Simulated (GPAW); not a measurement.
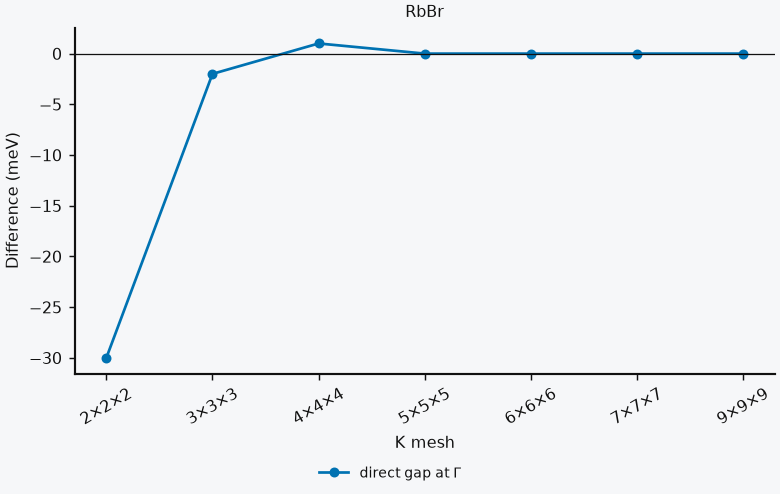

Gaps of rocksalt RbBr, space group Fm-3m (No. 225), 2 atoms in the primitive cell (cubic a = 6.854 Å) as the k mesh is raised, all else fixed. The plot shows differences from the last run. Method: PBE, GPAW PAW data sets (gpaw-data 1.2.1), no spin polarisation, no spin-orbit coupling, 600 eV cutoff, Fermi-Dirac smearing of 0.05 eV (GPAW 26.7.0).

### Which k mesh is enough for 10 meV?

The direct gap at Γ starts −30 meV from the last run and stays within 10 meV of it from 3×3×3 on.

```
k mesh  direct gap at Γ (eV)
 2×2×2                 4.337
 3×3×3                 4.365
 4×4×4                 4.368
 5×5×5                 4.367
 6×6×6                 4.367
 7×7×7                 4.367
 9×9×9                 4.367
```

Spin-orbit coupling is left out, which matters for Br. LDA, GGA and most meta-GGA functionals understate gaps.
